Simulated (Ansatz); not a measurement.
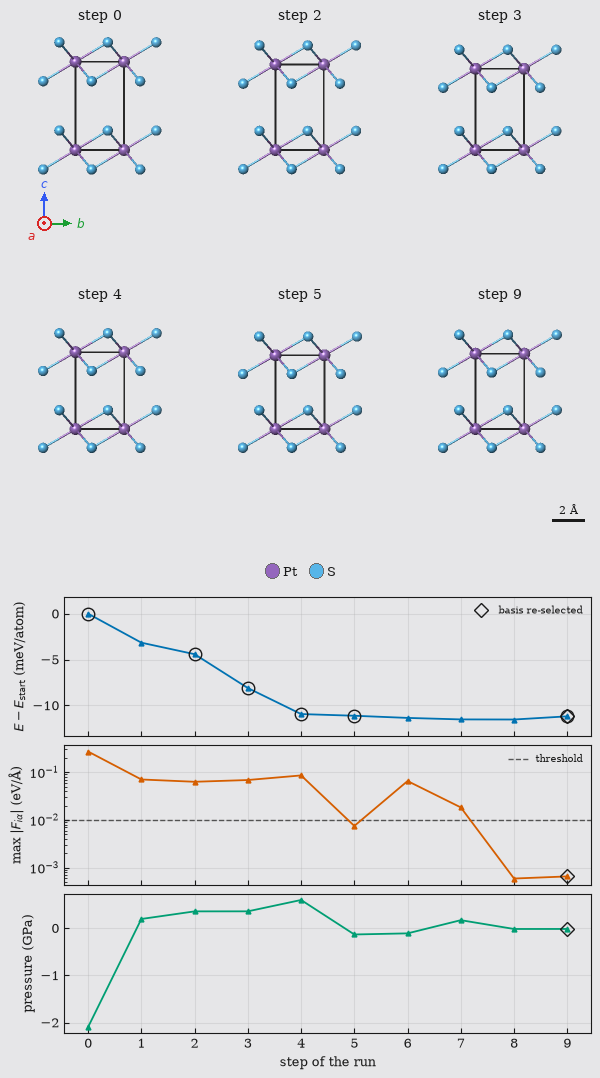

Frames of a relaxation of a crystal of PtS₂ (built on the database structure type), marked on the history of the run. Style: ball-and-stick. Shown: the cell of the calculation, along the a axis.

All numbers below come from DFT, PBEsol, plane waves, PAW in Ansatz 0.2.0. Settings: plane-wave cutoff 420 eV; k-point mesh 9 × 9 × 4; occupations fermi dirac; smearing width 0.03 eV; no spin polarisation; cell and atoms relaxed; force threshold 0.01 eV/Å; at most 120 steps.

Describe the path.

The largest moves relative to the cell, 0.14 Å, are those of S atoms. Pt stays in place. The volume changes by −13.5 %, with a = b 3.549 → 3.571 Å (+0.6 %), c 5.597 → 4.779 Å (−14.6 %). Near-neighbour distances that change, for instance: Pt–S 2.391 → 2.384 Å. The space group stays P-3m1 (No. 164). Over 8 accepted moves (9 points after the start) the energy falls by 11.2 meV per atom. Largest force component: 0.27 eV/Å at the start, 0.00066 eV/Å at the end. The pressure goes from −2.09 to −0.02 GPa. At 1 point the geometry stayed and the basis and grid were re-selected for the new cell (energy shift of 0.3 meV per atom at most each time). From step 0 to 2: S atoms move most (0.02 Å), volume −3.6 %, energy −4.4 meV per atom. From step 2 to 3: S atoms move most (0.05 Å), volume −4.4 %, energy −3.7 meV per atom. From step 3 to 4: S atoms move most (0.05 Å), volume −4.7 %, energy −2.8 meV per atom. From step 4 to 5: S atoms move most (0.04 Å), volume −3.0 %, energy −0.2 meV per atom. From step 5 to 9: S atoms move most (0.02 Å), volume +1.5 %, energy −0.1 meV per atom.

```csv
step,"E − E(0), meV/atom","largest force component, eV/Å","pressure, GPa","volume, Å³/atom",note
0,0.00,0.2709,-2.09,20.348,
1,-3.16,0.0704,0.19,19.961,
2,-4.41,0.0630,0.36,19.607,
3,-8.10,0.0686,0.36,18.748,
4,-10.94,0.0856,0.60,17.874,
5,-11.12,0.0075,-0.13,17.339,
6,-11.36,0.0653,-0.11,17.569,
7,-11.52,0.0183,0.17,17.588,
8,-11.53,0.0006,-0.02,17.596,
9,-11.18,0.0007,-0.02,17.596,"same geometry, new basis"
```
